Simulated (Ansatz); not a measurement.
# Br at a quarter monolayer on different metals

How does the change of the work function by Br depend on the metal face under it?

Set-up. Ansatz 0.2.0, plane waves with PAW datasets (its set soft_2), PBE; unreconstructed slabs of 4 or 5 layers at the tabulated experimental lattice constant with the lower two held, one adsorbate in a 2×2 cell relaxed from the site named, 6×6 k-points (12×12 for the clean 1×1 cell), 18 Å of vacuum, dipole correction. The dipole per adsorbate is the change of the cell's dipole; electronegativities are Pauling's.

The runs side by side:

| system | starting site | electronegativity, adsorbate less metal | clean (eV) | covered (eV) | change (eV) | dipole per adsorbate (D) |
| --- | --- | --- | --- | --- | --- | --- |
| Br/Pt(100) | hollow | +0.68 | 5.66 | 4.78 | −0.87 | +0.73 |
| Br/Pt(111) | fcc | +0.68 | 5.70 | 5.03 | −0.67 | +0.49 |
| Br/Ta(110) | hollow | +1.46 | 4.77 | 4.13 | −0.64 | +0.52 |
| Br/W(110) | hollow | +0.60 | 4.84 | 4.26 | −0.59 | +0.44 |
| Br/Ru(0001) | fcc | +0.76 | 5.05 | 4.49 | −0.55 | +0.33 |
| Br/Ni(100) | hollow | +1.05 | 4.88 | 4.46 | −0.43 | +0.29 |
| Br/Ni(111) | fcc | +1.05 | 5.07 | 4.71 | −0.36 | +0.20 |
| Br/Nb(110) | hollow | +1.36 | 4.49 | 4.13 | −0.36 | +0.29 |
| Br/Mo(110) | hollow | +0.80 | 4.60 | 4.27 | −0.33 | +0.21 |
| Br/Ti(0001) | fcc | +1.42 | 4.37 | 4.08 | −0.29 | +0.23 |
| Br/Hf(0001) | fcc | +1.66 | 4.33 | 4.06 | −0.27 | +0.26 |
| Br/Co(0001) | fcc | +1.08 | 4.93 | 4.69 | −0.24 | +0.13 |
| Br/Zr(0001) | fcc | +1.63 | 4.17 | 4.02 | −0.15 | +0.14 |
| Br/Pd(111) | fcc | +0.76 | 5.27 | 5.14 | −0.13 | +0.08 |
| Br/W(100) | hollow | +0.60 | 4.14 | 4.06 | −0.08 | +0.07 |
| Br/Mo(100) | hollow | +0.80 | 3.83 | 4.13 | +0.30 | −0.30 |
| Br/Mg(0001) | fcc | +1.65 | 3.79 | 4.16 | +0.38 | −0.40 |
| Br/Au(111) | fcc | +0.42 | 5.16 | 5.60 | +0.44 | −0.30 |

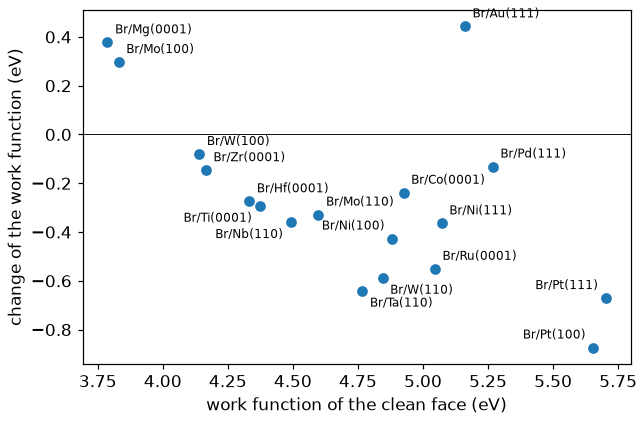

Change of the work function at 0.25 ML.

**Answer.** The change runs from −0.87 eV (Br/Pt(100)) to +0.44 eV (Br/Au(111)); falls of over 0.15 eV: 12, rises: 3, in between: 3. The covered faces span 4.02 to 5.60 eV and the clean ones 3.79 to 5.70 eV; covered follows clean with a slope of 0.62, where 0 would mean that the adsorbate alone sets the work function and 1 a step that doesn't depend on the clean value; the points scatter about that line by 0.28 eV. A positive dipole has its positive end outwards. Worked for Br/Pt(100): +0.73 D is +0.152 e·Å, one in 30.7 Å², and the Helmholtz step −180.95 V·Å × p/A is −0.89 eV against a change of −0.87 eV; what is left is a shift on the thin slab's other side.

What the numbers leave out: A quarter monolayer means unlike densities on unlike faces. One starting site was run; real layers may sit elsewhere, sink into the surface or rebuild it. Changes under about 0.15 eV are within the error of slabs this thin. Only Co and Ni were run with spin. The table is a selection: not every member that was run is listed.
